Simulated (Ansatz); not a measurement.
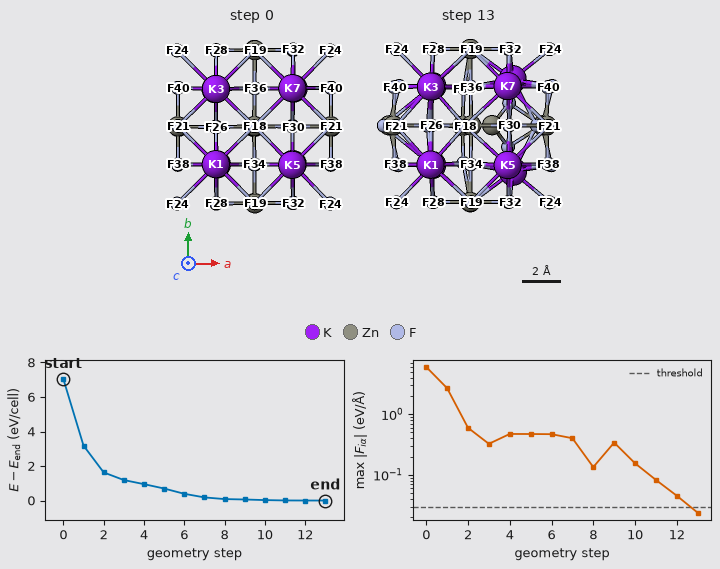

First and last geometry of a relaxation of a defect cell of composition K8Zn9F24, with the history of the run. The picture is a ball-and-stick view of the atoms within 5.8 Å of the atom that moves most (axes of the cell of the calculation (origin shifted)), seen along the c axis.

These are results of DFT, PBEsol, PAW, plane waves in Ansatz 0.2.0, not measurements.

Input
```yaml
crystal:
  lattice:
    - [8.104526, 0.000000, 0.000000]
    - [0.000000, 8.104526, 0.000000]
    - [0.000000, 0.000000, 8.104526]
  atoms:
    - { symbol: K, position: [0.997572, 0.003294, 0.999070] }
    - { symbol: K, position: [0.004082, 0.001938, 0.499448] }
    - { symbol: K, position: [0.998741, 0.494788, 0.003702] }
    - { symbol: K, position: [0.996353, 0.492888, 0.502734] }
    - { symbol: K, position: [0.496326, 0.998852, 0.003054] }
    - { symbol: K, position: [0.499561, 0.003620, 0.501546] }
    - { symbol: K, position: [0.497198, 0.499526, 0.997082] }
    - { symbol: K, position: [0.505055, 0.497496, 0.502175] }
    - { symbol: Zn, position: [0.245033, 0.246783, 0.254139] }
    - { symbol: Zn, position: [0.248657, 0.252193, 0.748879] }
    - { symbol: Zn, position: [0.249882, 0.749293, 0.252329] }
    - { symbol: Zn, position: [0.252846, 0.747846, 0.746587] }
    - { symbol: Zn, position: [0.751808, 0.247629, 0.248429] }
    - { symbol: Zn, position: [0.749934, 0.250332, 0.754928] }
    - { symbol: Zn, position: [0.748042, 0.752339, 0.246916] }
    - { symbol: Zn, position: [0.754411, 0.746923, 0.750351] }
    - { symbol: Zn, position: [0.252668, 0.247908, 0.503652] }
    - { symbol: F, position: [0.249091, 0.251550, 0.001501] }
    - { symbol: F, position: [0.250614, 0.747716, 0.999809] }
    - { symbol: F, position: [0.251507, 0.747876, 0.503400] }
    - { symbol: F, position: [0.751313, 0.253344, 0.996515] }
    - { symbol: F, position: [0.747195, 0.250998, 0.498992] }
    - { symbol: F, position: [0.747901, 0.753532, 0.002017] }
    - { symbol: F, position: [0.744773, 0.746210, 0.502907] }
    - { symbol: F, position: [0.997887, 0.248380, 0.254167] }
    - { symbol: F, position: [0.997911, 0.244060, 0.753813] }
    - { symbol: F, position: [0.000409, 0.745796, 0.249733] }
    - { symbol: F, position: [0.000573, 0.748395, 0.753113] }
    - { symbol: F, position: [0.498056, 0.252945, 0.248777] }
    - { symbol: F, position: [0.498890, 0.249117, 0.752438] }
    - { symbol: F, position: [0.501033, 0.748008, 0.251312] }
    - { symbol: F, position: [0.503551, 0.752472, 0.747623] }
    - { symbol: F, position: [0.251961, 0.000689, 0.246115] }
    - { symbol: F, position: [0.247968, 0.001280, 0.751447] }
    - { symbol: F, position: [0.251336, 0.498537, 0.250896] }
    - { symbol: F, position: [0.252318, 0.499003, 0.747636] }
    - { symbol: F, position: [0.749012, 0.999000, 0.249380] }
    - { symbol: F, position: [0.749321, 0.002107, 0.749258] }
    - { symbol: F, position: [0.751369, 0.502708, 0.249378] }
    - { symbol: F, position: [0.748695, 0.502195, 0.745753] }
    - { symbol: F, position: [0.500259, 0.499140, 0.251730] }
  symmetry: { detect: false }
kpoints:
  mp_grid: { grid: [1, 1, 1], shift: [0.25, 0.25, 0.25] }
hamiltonian:
  xc: pbesol
scf:
  occupations: { method: fermi_dirac, width: 0.01 }
relax:
  f_tol: 0.03
  max_steps: 80
  escape_saddle: false
  adjacent_minimum: "off"
output:
  forces: true
  eigenvalues: true
  populations: true
```

Run as
```bash
ansatz run in.yaml --threads 8 --pin off --max-ram 13300MiB --runs-dir r --events-out ev --progress --plain
```

Q: Read the history and describe the run.

A: It converged. Over 13 geometry steps the energy falls by 7.037 eV per cell of the calculation. The largest force component goes from 6 to 0.024 eV/Å. The atom that moves furthest is Zn17 (1.23 Å along [2 0 −1]). Largest moves by element: Zn 1.23 Å, F 1.12 Å, K 0.57 Å. The cell doesn't change. Some distances before and after: Zn17–F41 3.513 → 1.997 Å, K8–F29 2.855 → 4.173 Å, K7–F29 2.856 → 3.924 Å, K2–Zn17 2.834 → 3.840 Å. New bonds form: Zn13–F41 (2.88 → 2.12 Å), Zn17–F29 (2.87 → 2.00 Å), Zn17–F41 (3.51 → 2.00 Å). Bonds break: K7–F29 (2.86 → 3.92 Å), K8–F29 (2.85 → 4.17 Å), Zn9–F29 (2.05 → 2.70 Å). Bond angles that change, for instance: K7–F41–K8 179.5° → 127.1°, F29–Zn13–F39 88.7° → 136.6°, K5–F29–K6 89.4° → 124.3°.

| step | E − E(0), meV/atom | largest force component, eV/Å |
| --- | --- | --- |
| 0 | 0.00 | 6.0247 |
| 1 | -93.98 | 2.6900 |
| 2 | -131.87 | 0.5980 |
| 3 | -142.65 | 0.3249 |
| 4 | -148.45 | 0.4726 |
| 5 | -154.63 | 0.4715 |
| 6 | -162.09 | 0.4687 |
| 7 | -167.19 | 0.4019 |
| 8 | -169.56 | 0.1342 |
| 9 | -170.15 | 0.3404 |
| 10 | -170.98 | 0.1550 |
| 11 | -171.49 | 0.0825 |
| 12 | -171.60 | 0.0452 |
| 13 | -171.62 | 0.0237 |

Limits of the set-up: the periodic images lie only 8.1 Å apart, so the values are limited by the cell's size.
